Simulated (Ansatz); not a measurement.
# Si3Ge: what the fields show

The calculation's input:

```
crystal:
  lattice:
    - [-2.6806564761, 2.6806564761, 5.3619721047]
    - [2.6806564761, -2.6806564761, 5.3619721047]
    - [2.6806564761, 2.6806564761, -5.3619721047]
  atoms:
    - { symbol: Si, position: [0.5, 0.5, 0.0] }
    - { symbol: Si, position: [0.6170805802, 0.625, 0.4920805802] }
    - { symbol: Si, position: [0.1329194198, 0.125, 0.5079194198] }
    - { symbol: Si, position: [0.25, 0.75, 0.5] }
    - { symbol: Si, position: [0.875, 0.3829194198, 0.0079194198] }
    - { symbol: Si, position: [0.375, 0.8670805802, 0.9920805802] }
    - { symbol: Ge, position: [0.0, 0.0, 0.0] }
    - { symbol: Ge, position: [0.75, 0.25, 0.5] }
basis:
  ecutwfc: 420
kpoints:
  mp_grid: { grid: [10, 10, 10] }
hamiltonian:
  xc: pbe
scf:
  occupations: { method: gaussian, width: 0.02 }
output:
  forces: true
  stress: true
  eigenvalues: true
  write_density: true
  write_potential: true
  elf: true
  volumetric_format: npy
relax:
  adjacent_minimum: "off"
  f_tol: 0.01
  max_steps: 30
  cell: { stress_tol: 0.1, fix: [volume] }
```

Run with:

```sh
ansatz run input.yaml --threads 1 --pin off --max-ram 2560MiB --backend cpu --events-out ev --progress --plain --runs-dir out
```

Below, planes, directions and counts refer to the conventional cell (a = 5.36 Å, b = 5.36 Å, c = 10.72 Å, α = 90.00°, β = 90.00°, γ = 90.00°).

The fields are those of the relaxed geometry.

Space group I-42d; a generated structure, not necessarily the stable one; changed on purpose from its base cell (volume × 0.91, shape and atoms relaxed); computed pressure about 9 GPa in this cell.

These are results of DFT PBE, scalar-relativistic, plane waves, PAW (Ansatz 0.2.0), not measurements.

Core electrons are frozen (PAW), and the valence fields are smoothed inside the atomic spheres.

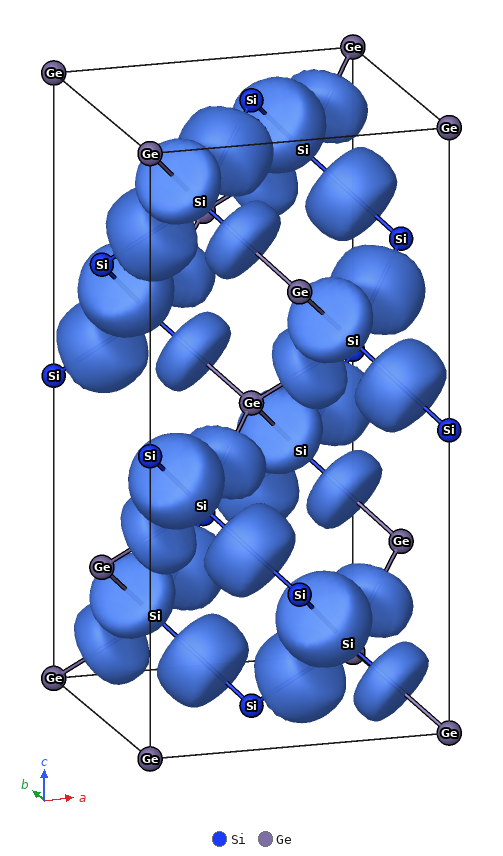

Figure 1. Isosurface of the electron localisation function at 0.7 (blue), seen slightly off an axis. Only the valence region is drawn (cores and ρ < 0.01 e/Å³ removed). Sticks mark near contacts.

What do the ELF domains correspond to?

The surface consists of 16 regions between bonded Ge–Si atoms (shared pairs) and 16 regions between bonded Si–Si atoms (shared pairs), counted in one cell of 16 atoms. Regions shared between cells count once. Along the contacts the grid gives the following. Si–Si (2.30 Å): the ELF peaks at about 0.95 between the atoms: a covalent bond. Si–Ge (2.35 Å): the ELF peaks at about 0.95 between the atoms, as expected for a shared electron pair.

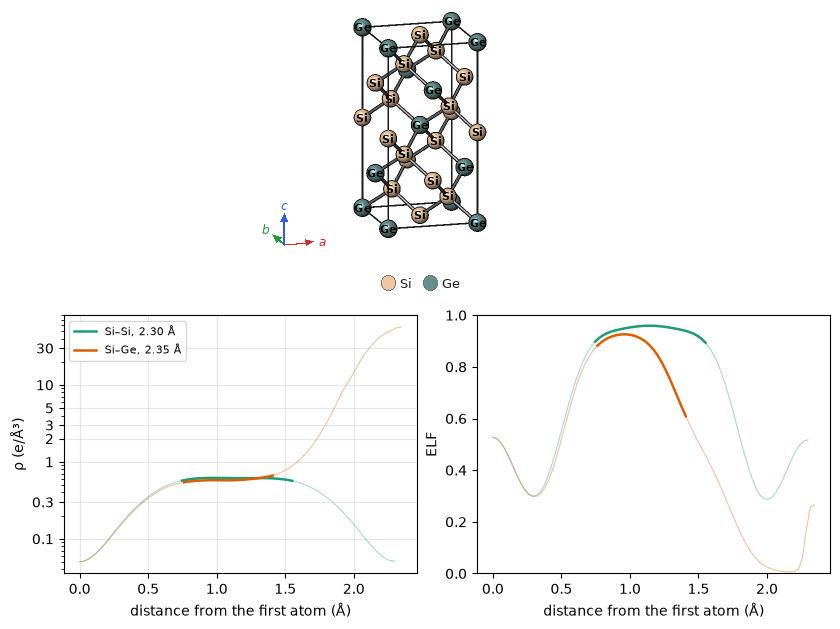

Figure 2. Valence charge density (pseudo) and electron localisation function along straight lines between neighbouring atoms. Thin, pale parts lie inside the atomic spheres. The structure is drawn too.

What can be read from the curves?

Si–Si (2.30 Å): ρ is about 0.61 e/Å³ halfway; the ELF peaks at about 0.95 between the atoms, as expected for localised, covalent bonding.
Si–Ge (2.35 Å): ρ at the midpoint is about 0.58 e/Å³; the ELF peaks at about 0.95 between the atoms (a covalent bond).

Does the calculation make it a metal, or give it a gap?

It is gapped, with a Kohn–Sham gap of 0.43 eV on the k-point mesh (the band edges may lie off the mesh, which would make the gap smaller).
